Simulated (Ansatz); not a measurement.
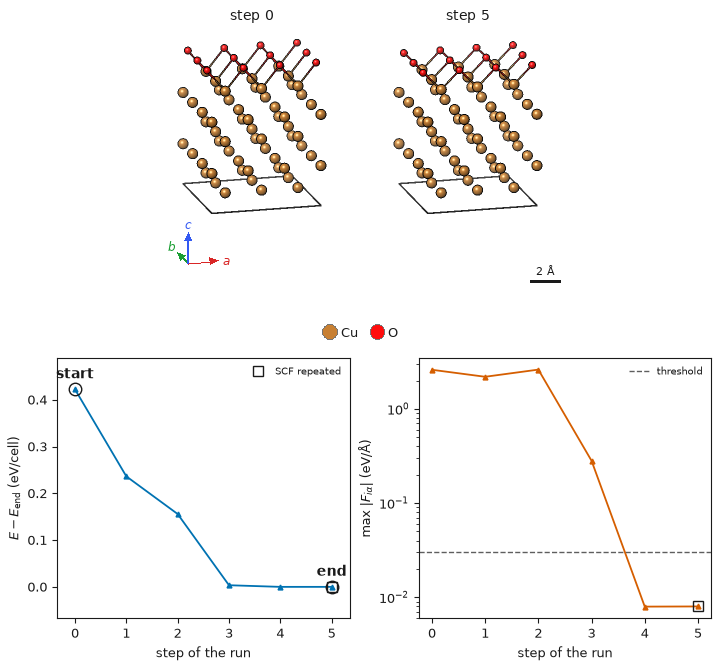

First and last geometry of a constrained relaxation of a slab of composition Cu₅O (cut from the Fm-3m phase), with the history of the run. The picture is a ball-and-stick view of the 3 × 3 repeat of the cell, outlined in the plane, without the vacuum, seen slightly off an axis.

Case: O put at a bridge Cu-Cu site. The slab is the (1 0 0) face of Cu with O on it. 2 atoms are held fixed.

The calculation used Ansatz, DFT PBEsol, scalar-relativistic, plane waves, PAW. Set-up: plane-wave cutoff 420 eV; k-point mesh 11 × 11 × 1; occupations gaussian; smearing width 0.1 eV; no spin polarisation; dipole correction; atoms relaxed in a fixed cell; force threshold 0.03 eV/Å; at most 70 steps.

Q: Did the run converge, and what did it change?

A: It converged. Over 4 accepted moves (5 points after the start) the energy falls by 0.422 eV per cell of the calculation. The largest force component goes from 2.6 to 0.008 eV/Å. 1 step only repeated the SCF at the same geometry. The atom that moves furthest is the O atom (0.17 Å along the normal (−c)). Largest moves by element: O 0.17 Å, Cu 0.12 Å. The lattice vectors keep their values. Among the contacts that change: Cu–O 1.990 → 1.779 Å, Cu–Cu 2.479 → 2.556 Å, Cu–Cu 2.523 → 2.527 Å. Bond angles that change, for instance: O–Cu–O 78.6° → 90.2°, Cu–O–Cu 78.6° → 90.2°.

```tsv
step	E − E(0), meV/atom	largest force component, eV/Å	note
0	0.00	2.6013	
1	-31.00	2.1924	
2	-44.41	2.6128	
3	-69.79	0.2813	
4	-70.37	0.0080	
5	-70.37	0.0080	same geometry, SCF repeated
```

Limits of the set-up: the cell has an odd number of electrons but was run without spin polarisation; the periodic images lie only 2.5 Å apart, so the values are limited by the cell's size.
